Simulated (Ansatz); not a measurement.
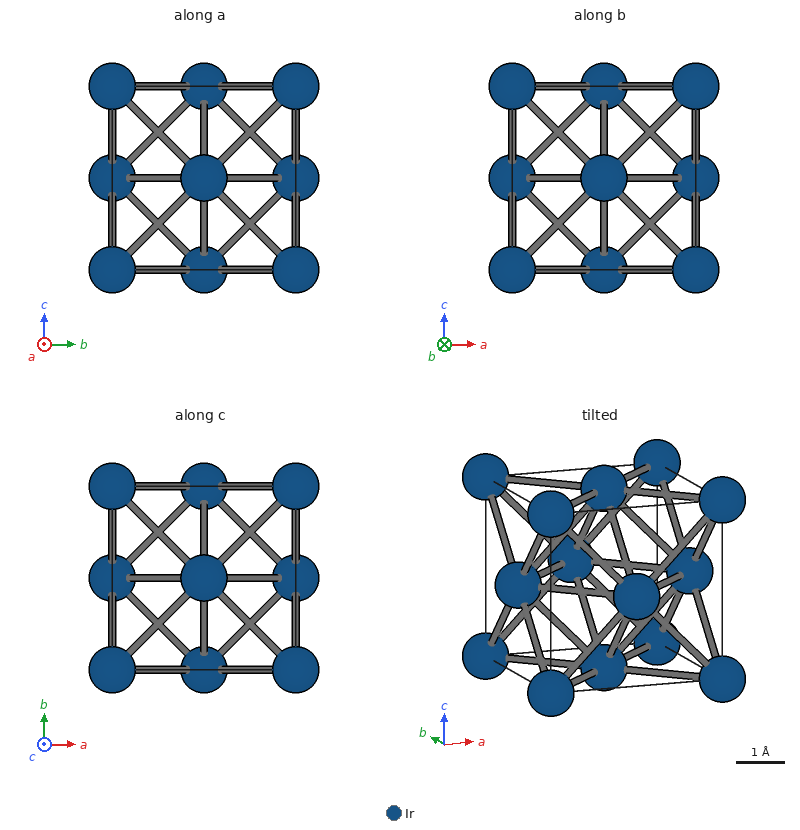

The figure gives a ball-and-stick picture of the atoms, viewed along the a axis, along the b axis, along the c axis and slightly off an axis. The conventional unit cell is outlined; an atom on or near a face, edge or corner is repeated at each equivalent position.

Lattice parameters: a = 3.8443 Å, b = 3.8443 Å, c = 3.8443 Å, α = 90.000°, β = 90.000°, γ = 90.000°.

Q: Express the structure as a CIF with its space group and independent sites.

A:
```cif
data_structure
_symmetry_space_group_name_H-M 'F m -3 m'
_symmetry_Int_Tables_number 225
_cell_length_a 3.8443
_cell_length_b 3.8443
_cell_length_c 3.8443
_cell_angle_alpha 90.000
_cell_angle_beta 90.000
_cell_angle_gamma 90.000
_cell_volume 56.81
loop_
_atom_site_label
_atom_site_type_symbol
_atom_site_symmetry_multiplicity
_atom_site_Wyckoff_symbol
_atom_site_fract_x
_atom_site_fract_y
_atom_site_fract_z
_atom_site_occupancy
Ir1 Ir 4 a 0.0000 0.5000 0.5000 1
```

The initial geometry was a structure type filled with this element by a generator (whether the element takes this form wasn't checked). Relaxation method: DFT r2SCAN, scalar-relativistic, plane waves, PAW in Ansatz 0.2.0.
